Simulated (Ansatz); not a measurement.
```xyz
1
Lattice="2.8790 0.0000 0.0000 -1.4395 2.4933 0.0000 0.0000 0.0000 2.6933" Properties=species:S:1:pos:R:3 pbc="T T T"
Ge    0.0000    0.0000    1.3466
```

Space group P6/mmm; a structure generated by program, which may or may not match a known phase.

Method: DFT PBE, scalar-relativistic, plane waves, PAW in Ansatz.

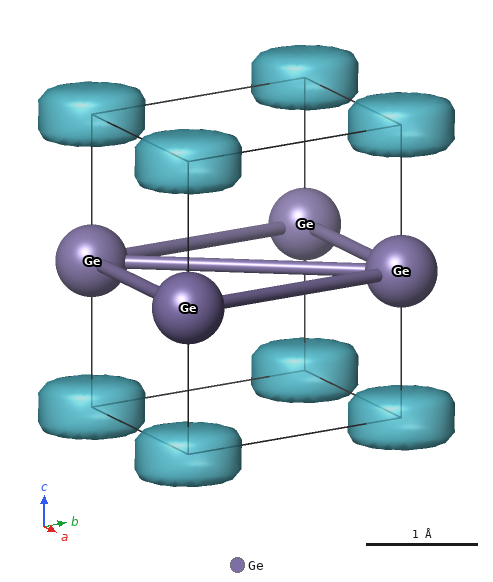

Ge. Isosurface of the ELF at 0.55 (cyan), seen slightly off an axis. Core shells and regions of very low density are left out. Sticks mark near contacts.

Core electrons are frozen (PAW), and the valence fields are smoothed inside the atomic spheres.

Where are the electrons localised?

At this value the surface marks out one region between bonded Ge–Ge atoms, counted in one cell of 1 atoms. Any copies at cell faces, edges or corners count once. Profiles from the grid: Ge–Ge (2.69 Å): the ELF peaks at about 0.65 between the atoms. Ge–Ge (2.88 Å): the ELF is about 0.45 at the midpoint.
